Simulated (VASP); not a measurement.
## MgO: geometry relaxation (part 2 of 2)

Continued. System: MgO (P6₃mc, 4 atoms in the cell). Method: Kohn-Sham DFT of a periodic cell, PBEsol, VASP PAW PBE potentials, recommended, no spin polarisation (VASP 6.6.1); cutoff 600 eV, 9×9×6 k-mesh, Gaussian smearing of 0.03 eV. The structure derives from a Materials Project entry.

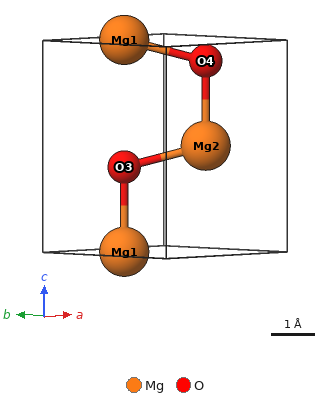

The geometry at step 1 of the log (ball-and-stick view of the cell of the calculation, seen at an oblique angle; atoms are numbered from 1 in the order of the input).

## Parts of OUTCAR, continued
```
  FORCE on cell =-STRESS in cart. coord.  units (eV):
  Direction    XX          YY          ZZ          XY          YZ          ZX
  --------------------------------------------------------------------------------------
  -------------------------------------------------------------------------------------
  Total       -0.0492811     -0.0492811     -0.0338764     -0.0000000      0.0000000      0.0000000
  in kB       -1.6722635     -1.6722635     -1.1495333     -0.0000000      0.0000000      0.0000000
  external PRESSURE =      -1.4980201 kB  Pullay stress =       0.0000000 kB

 VOLUME and BASIS-vectors are now :
 -----------------------------------------------------------------------------
  energy-cutoff  :      600.00
  volume of cell :       47.22
      direct lattice vectors                 reciprocal lattice vectors
     3.307786990  0.000000000  0.000000000     0.302316928  0.174542759  0.000000000
    -1.653893490  2.864627560  0.000000000     0.000000000  0.349085520  0.000000000
     0.000000000  0.000000000  4.982881670     0.000000000  0.000000000  0.200687086

 POSITION                                       TOTAL-FORCE (eV/Angst)
 -----------------------------------------------------------------------------------
     -0.00000      1.90975      0.01076         0.000000      0.000000      0.009596
      1.65389      0.95488      2.50220         0.000000     -0.000000      0.009596
     -0.00000      1.90975      2.00531        -0.000000      0.000000     -0.009596
      1.65389      0.95488      4.49675         0.000000     -0.000000     -0.009596
 -----------------------------------------------------------------------------------
    total drift:                               -0.000017      0.000010      0.001616

  FREE ENERGIE OF THE ION-ELECTRON SYSTEM (eV)
  ---------------------------------------------------
  free  energy   TOTEN  =       -24.5556551023 eV

  energy  without entropy=      -24.5556551023  energy(sigma->0) =      -24.55565510

--------------------------------------- Ionic step        2  -------------------------------------------

 number of electron      15.9999997 magnetization

------------------------ aborting loop because EDIFF is reached ----------------------------------------

  FORCE on cell =-STRESS in cart. coord.  units (eV):
  Direction    XX          YY          ZZ          XY          YZ          ZX
  --------------------------------------------------------------------------------------
  -------------------------------------------------------------------------------------
  Total        0.0249546      0.0249546      0.0501229      0.0000000      0.0000000      0.0000000
  in kB        0.8481436      0.8481436      1.7035487      0.0000000      0.0000000      0.0000000
  external PRESSURE =       1.1332787 kB  Pullay stress =       0.0000000 kB

 VOLUME and BASIS-vectors are now :
 -----------------------------------------------------------------------------
  energy-cutoff  :      600.00
  volume of cell :       47.14
      direct lattice vectors                 reciprocal lattice vectors
     3.305820965 -0.000000000  0.000000000     0.302496720  0.174646563  0.000000000
    -1.652910477  2.862924932 -0.000000000     0.000000000  0.349293126  0.000000000
     0.000000000  0.000000000  4.980845805     0.000000000  0.000000000  0.200769114

 POSITION                                       TOTAL-FORCE (eV/Angst)
 -----------------------------------------------------------------------------------
     -0.00000      1.90862      0.01122        -0.000000      0.000000      0.004211
      1.65291      0.95431      2.50164         0.000000      0.000000      0.004211
     -0.00000      1.90862      2.00403        -0.000000     -0.000000     -0.004211
      1.65291      0.95431      4.49445         0.000000      0.000000     -0.004211
 -----------------------------------------------------------------------------------
    total drift:                               -0.000017      0.000010      0.000894

  FREE ENERGIE OF THE ION-ELECTRON SYSTEM (eV)
  ---------------------------------------------------
  free  energy   TOTEN  =       -24.5556637427 eV

  energy  without entropy=      -24.5556637427  energy(sigma->0) =      -24.55566374

--------------------------------------- Ionic step        3  -------------------------------------------

 number of electron      15.9999997 magnetization

 Free energy of the ion-electron system (eV)
  ---------------------------------------------------
  ext. energy  EPLUGINS =         0.00000000
  ---------------------------------------------------
  free energy    TOTEN  =       -24.55567276 eV

  energy without entropy =      -24.55567276  energy(sigma->0) =      -24.55567276

 E-fermi :   1.2184     XC(G=0):  -9.9827     alpha+bet :-10.4232

 val. band max:        1.0345312318   @ k =   0.0000   0.0000   0.0000
 cond. band min:       4.3848729094   @ k =   0.0000   0.0000   0.0000
 fundamental gap:      3.3503416777
 Fermi energy:         1.2183573936

 k-point     1 :       0.0000    0.0000    0.0000
  band No.  band energies     occupation
      1     -15.1652      2.00000
      2     -14.3332      2.00000
      3      -2.3032      2.00000
      4       0.2397      2.00000
      5       0.2397      2.00000
      6       0.5849      2.00000
      7       0.5849      2.00000
      8       1.0345      2.00000
      9       4.3849      0.00000
     10       9.4443      0.00000
     11      11.2598      0.00000
     12      14.9931      0.00000

 k-point     2 :       0.1111   -0.0000    0.0000
  band No.  band energies     occupation
      1     -15.1024      2.00000
      2     -14.3127      2.00000
      3      -2.1826      2.00000
      4      -0.0671      2.00000
      5       0.1570      2.00000
      6       0.2096      2.00000
      7       0.5929      2.00000
      8       0.9898      2.00000
      9       4.9645      0.00000
     10       9.7823      0.00000
     11      11.1489      0.00000
     12      13.6359      0.00000

 k-point     3 :       0.2222    0.0000    0.0000
  band No.  band energies     occupation
      1     -14.9335      2.00000
      2     -14.2666      2.00000
      3      -1.8424      2.00000
      4      -0.8741      2.00000
      5      -0.3518      2.00000
      6      -0.0171      2.00000
      7       0.5821      2.00000
      8       0.8438      2.00000
      9       6.1695      0.00000
     10      10.2339      0.00000
     11      11.0010      0.00000
     12      12.2315      0.00000

 k-point     4 :       0.3333    0.0000    0.0000
  band No.  band energies     occupation
      1     -14.7140      2.00000
      2     -14.2335      2.00000
      3      -1.6493      2.00000
      4      -1.3372      2.00000
      5      -0.8444      2.00000
      6      -0.1850      2.00000
      7       0.5465      2.00000
      8       0.5814      2.00000
      9       7.4293      0.00000
     10       9.7773      0.00000
     11      10.5524      0.00000
     12      12.2535      0.00000

 k-point     5 :       0.4444    0.0000    0.0000
  band No.  band energies     occupation
      1     -14.5346      2.00000
      2     -14.2432      2.00000
      3      -2.0733      2.00000
      4      -1.1596      2.00000
      5      -0.8426      2.00000
      6      -0.2843      2.00000
      7       0.2602      2.00000
      8       0.5167      2.00000
      9       8.4156      0.00000
     10       9.1534      0.00000
     11      10.1810      0.00000
     12      11.7936      0.00000

 [... the levels of 18 k-points are left out ...]

 k-point    24 :       0.3333    0.3333    0.1667
  band No.  band energies     occupation
      1     -14.3272      2.00000
      2     -14.3272      2.00000
      3      -1.7147      2.00000
      4      -1.2066      2.00000
      5      -1.2066      2.00000
      6      -0.4075      2.00000
      7       0.0988      2.00000
      8       0.0988      2.00000
      9       9.1889      0.00000
     10       9.2708      0.00000
     11      11.0138      0.00000
     12      11.0138      0.00000

 [... further k-points ...]

------------------------ aborting loop because EDIFF is reached ----------------------------------------

  FORCE on cell =-STRESS in cart. coord.  units (eV):
  Direction    XX          YY          ZZ          XY          YZ          ZX
  --------------------------------------------------------------------------------------
  -------------------------------------------------------------------------------------
  Total        0.0015673      0.0015673      0.0222444      0.0000000      0.0000000     -0.0000000
  in kB        0.0532281      0.0532281      0.7554347      0.0000000      0.0000000     -0.0000000
  external PRESSURE =       0.2872970 kB  Pullay stress =       0.0000000 kB

 VOLUME and BASIS-vectors are now :
 -----------------------------------------------------------------------------
  energy-cutoff  :      600.00
  volume of cell :       47.18
      direct lattice vectors                 reciprocal lattice vectors
     3.306789085 -0.000000000  0.000000000     0.302408159  0.174595432  0.000000000
    -1.653394538  2.863763349 -0.000000000     0.000000000  0.349190865  0.000000000
     0.000000000  0.000000000  4.981848316     0.000000000  0.000000000  0.200728713

 POSITION                                       TOTAL-FORCE (eV/Angst)
 -----------------------------------------------------------------------------------
     -0.00000      1.90918      0.01099        -0.000000      0.000000      0.007272
      1.65339      0.95459      2.50192        -0.000000      0.000000      0.007272
     -0.00000      1.90918      2.00466         0.000000     -0.000000     -0.007272
      1.65339      0.95459      4.49559        -0.000000      0.000000     -0.007272
 -----------------------------------------------------------------------------------
    total drift:                               -0.000017      0.000010     -0.000090

  FREE ENERGIE OF THE ION-ELECTRON SYSTEM (eV)
  ---------------------------------------------------
  free  energy   TOTEN  =       -24.5556727632 eV

  energy  without entropy=      -24.5556727632  energy(sigma->0) =      -24.55567276

 reached required accuracy - stopping structural energy minimisation
```

## CONTCAR
```
MgO
   1.00000000000000
     3.3067890853471624   -0.0000000000017418    0.0000000000000000
    -1.6533945376765979    2.8637633492242607   -0.0000000000000000
     0.0000000000000000    0.0000000000000000    4.9818483164968059
  Mg              O
     2     2
Direct
     0.3333333300000021    0.6666666699999979    0.0022068782981320
     0.6666666699999979    0.3333333300000021    0.5022068782981320
     0.3333333300000021    0.6666666699999979    0.4023931217018700
     0.6666666699999979    0.3333333300000021    0.9023931217018700

  0.00000000E+00  0.00000000E+00  0.00000000E+00
  0.00000000E+00  0.00000000E+00  0.00000000E+00
  0.00000000E+00  0.00000000E+00  0.00000000E+00
  0.00000000E+00  0.00000000E+00  0.00000000E+00
```

## Trajectory as extended XYZ (Å, eV, eV/Å), 3 frames, from step=0 to step=2
```
4
Lattice="3.3078 0.0000 0.0000 -1.6539 2.8646 0.0000 0.0000 0.0000 4.9829" Properties=species:S:1:pos:R:3:forces:R:3 step=0 energy=-24.55566
Mg    0.0000    1.9098    0.0108    0.0000   0.0000   0.0096
Mg    1.6539    0.9549    2.5022    0.0000   0.0000   0.0096
O     0.0000    1.9098    2.0053    0.0000   0.0000  -0.0096
O     1.6539    0.9549    4.4968    0.0000   0.0000  -0.0096
4
Lattice="3.3058 -0.0000 0.0000 -1.6529 2.8629 -0.0000 0.0000 0.0000 4.9808" Properties=species:S:1:pos:R:3:forces:R:3 step=1 energy=-24.55566
Mg    0.0000    1.9086    0.0112    0.0000   0.0000   0.0042
Mg    1.6529    0.9543    2.5016    0.0000   0.0000   0.0042
O     0.0000    1.9086    2.0040    0.0000   0.0000  -0.0042
O     1.6529    0.9543    4.4945    0.0000   0.0000  -0.0042
4
Lattice="3.3068 -0.0000 0.0000 -1.6534 2.8638 -0.0000 0.0000 0.0000 4.9818" Properties=species:S:1:pos:R:3:forces:R:3 step=2 energy=-24.55567
Mg    0.0000    1.9092    0.0110    0.0000   0.0000   0.0073
Mg    1.6534    0.9546    2.5019    0.0000   0.0000   0.0073
O     0.0000    1.9092    2.0047    0.0000   0.0000  -0.0073
O     1.6534    0.9546    4.4956    0.0000   0.0000  -0.0073
```

The run was set up as follows.

## INCAR
```
PREC = Accurate ; ENCUT = 600
EDIFF = 1E-6 ; ISMEAR = 0
SIGMA = 0.03 ; LREAL = False
LASPH = True ; NELM = 80
ALGO = Normal ; ISIF = 3
LWAVE = False ; LCHARG = False
GGA = PS ; IBRION = 2
NSW = 90 ; EDIFFG = -0.01
```

## KPOINTS
```
Automatic mesh
0
Gamma
  9 9 6
```

## POSCAR
```
MgO
1.0
    3.3077869900      0.0000000000      0.0000000000
   -1.6538934900      2.8646275600      0.0000000000
    0.0000000000      0.0000000000      4.9828816700
Mg O
2 2
Direct
    0.3333333300      0.6666666700      0.0021597400
    0.6666666700      0.3333333300      0.5021597400
    0.3333333300      0.6666666700      0.4024402600
    0.6666666700      0.3333333300      0.9024402600
```

Command:
```bash
cat potpaw_PBE.64/Mg/POTCAR potpaw_PBE.64/O/POTCAR > POTCAR
mpirun -np 1 vasp_std > vasp.out
```

## Summary

- outcome: converged
- space group (tolerance 0.01 Å): P6₃mc (186)
- electrons treated: 16
- free energy: −24.5557 eV
- Fermi energy: 1.218 eV
- gap on the k-point mesh: 3.35 eV
- pressure: 0.03 GPa
- final volume: 47.18 Å³
- largest force (length of the vector) at the end: 0.007 eV/Å
- final cell: a = 3.307 Å, b = 3.307 Å, c = 4.982 Å, α = 90.00°, β = 90.00°, γ = 120.00°
- hardware: 1 thread of Intel Xeon @ 2.90GHz (Ice Lake), 64 GiB of memory available, shared host
- wall time: 51 s
- peak memory: 0.2 GiB
